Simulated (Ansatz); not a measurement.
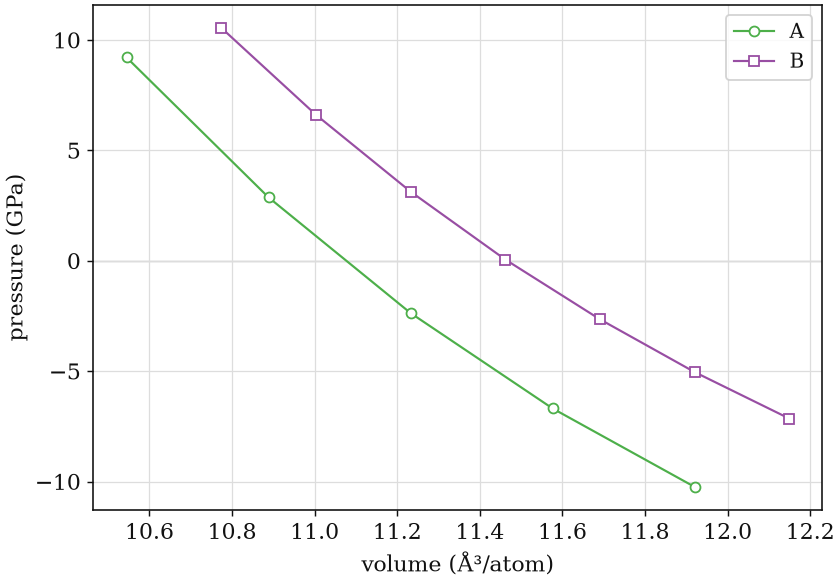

The figure shows the pressure against volume, with one curve for each functional, for AgO₂ (space group Fm-3m). The labels are replaced by letters. In alphabetical order the cases are: PBE; r2SCAN.

Calculation (Ansatz 0.2.0 development build): equation of state of a cubic crystal from periodic Kohn-Sham density functional theory without spin, third-order Birch-Murnaghan fit to the free energies; pressure corrected for the finite basis.

- structure type: fluorite
- atoms in cell: 3
- space group number: 225
- lattice centring: face-centred primitive
- occupation method: Fermi–Dirac
- datasets: soft-1 PAW
- density tolerance: 1e−07 eV
- bands: 20
- density cutoff ratio: 4
- search for lower states: default

**Which letter stands for which functional?**

A: r2SCAN; B: PBE.

Note: cubic model structure, not the ambient form; modest k-mesh, values are not fully converged in k; no spin polarisation, a magnetic state may lie lower.
